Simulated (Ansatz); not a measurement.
Input

```
crystal:
  lattice:
    - [3.21, 0.0, 0.0]
    - [-1.605, 2.7799415461, 0.0]
    - [0.0, 0.0, 32.1803051422]
  atoms:
    - { symbol: S, position: [0.6666666667, 0.3333333333, 0.4504044479] }
    - { symbol: Ta, position: [0.0, 0.0, 0.5] }
    - { symbol: S, position: [0.3333333333, 0.6666666667, 0.5495955521] }
  periodic: [true, true, false]
basis:
  ecutwfc: 420
kpoints:
  mp_grid: { grid: [15, 15, 1] }
hamiltonian:
  xc: pbe
  dispersion: d3bj
scf:
  occupations: { method: gaussian, width: 0.1 }
output:
  forces: true
  stress: true
  eigenvalues: true
  write_density: true
  write_potential: true
  elf: true
  volumetric_format: npy
```

Launched as:

```sh
ansatz run input.yaml --threads 1 --pin off --max-ram 3072MiB --backend cpu --events-out ev --progress --plain --runs-dir out
```

Computed without spin polarisation.

Level of theory: DFT PBE+D3(BJ), scalar-relativistic, plane waves, PAW in Ansatz.

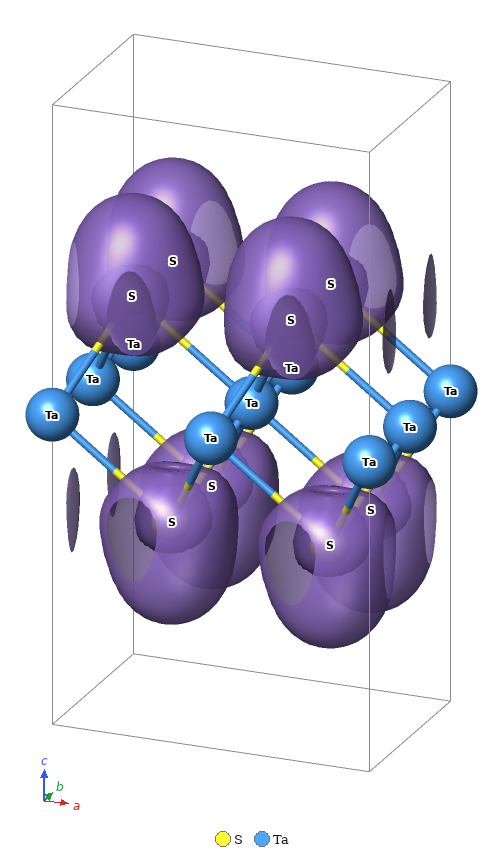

TaS2 (slab). Isosurface of the electron localisation function at 0.75 (purple), seen slightly off an axis. Core shells and regions of very low density are left out. Sticks mark near contacts.

Describe the localisation domains.

Answer. The ELF exceeds this value in two regions wrapped around S (the valence shell of each), counted in one cell of 3 atoms. Counts are for one cell; the picture repeats the cell along the surface.

Values along the shortest contacts:
Ta–S (2.45 Å): the ELF peaks at about 0.85 in the valence shell of S, 0.8 Å from its nucleus, and is about 0.40 at the midpoint.

Does the calculation give a band gap?

Answer. It is gapless in this calculation (a metal or semimetal).
